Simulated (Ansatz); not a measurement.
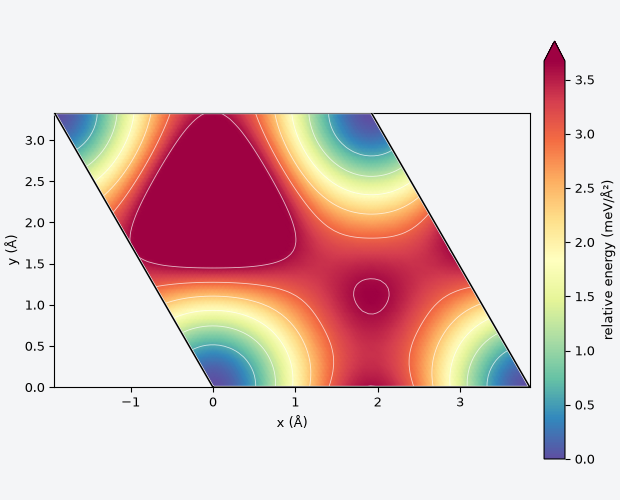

A bilayer of two Si sheets of the honeycomb type (4 atoms in the cell). 
- The upper layer of a bilayer is slid over the lower one; relaxed at each slide: nothing; the origin of the map has Si4 above Si1; the distance between the facing planes is held at 4.00 Å.
- Places are given modulo a cell vector. The map is drawn in real space over the plane of the slide.
- The scan uses a 6 × 6 grid; 10 points were computed and 26 follow by symmetry.
- Energies are in meV/Å², from the lowest grid point.
- At a held distance the lowest stacking need not be the one that binds best once the distance relaxes.
- The calculation used DFT PBE+D3(BJ), scalar-relativistic, plane waves, PAW (Ansatz). Settings: cutoff 420 eV, k-mesh 9×9×1, gaussian smearing 0.1 eV, no spin polarisation.

Drawn: a smooth colour map with a few white contour lines, the outline of one cell of the plane, one colour for all values above the top of the scale. Between grid points the surface is interpolated.

The lowest grid point is at (0/6, 0/6) of the cell vectors. No other kind of well shows on this grid. The highest grid point, (2/6, 4/6) of the cell vectors, lies 5.05 meV/Å² above the lowest. On the interpolated surface the easiest way out of the lowest well to its copy in the next cell or period passes a barrier of about 3.4 meV/Å². Facing atoms of the upper layer at the lowest point: Si above Si; at the highest: Si above Si of a deeper plane.

The upper layer is now turned by 180 degrees about the normal; all else is set up alike.

What will the new map look like?

Answer. The minimum (interpolated where it lies between grid points) moves from (0/6, 0/6) of the cell vectors to (1/6, 3/6) of the cell vectors. The span from the lowest to the highest grid point shrinks from 5.05 to 0.96 meV/Å². In the new map: facing atoms of the upper layer at the lowest point: Si above no special site; at the highest: Si above Si.

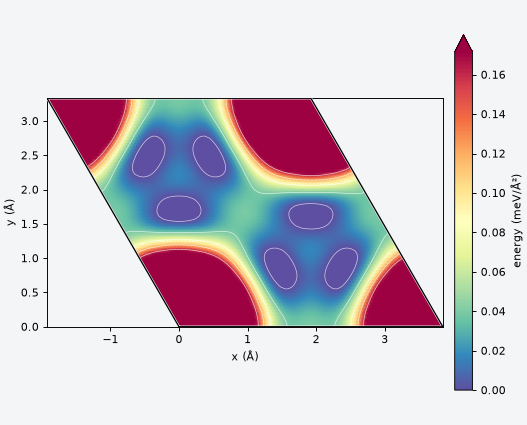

The map after the change, on a colour scale of its own. The picture shows a smooth colour map with a few white contour lines, the outline of one cell of the plane, one colour for all values above the top of the scale. Between grid points the surface is interpolated.

PAW datasets: the set soft_1.
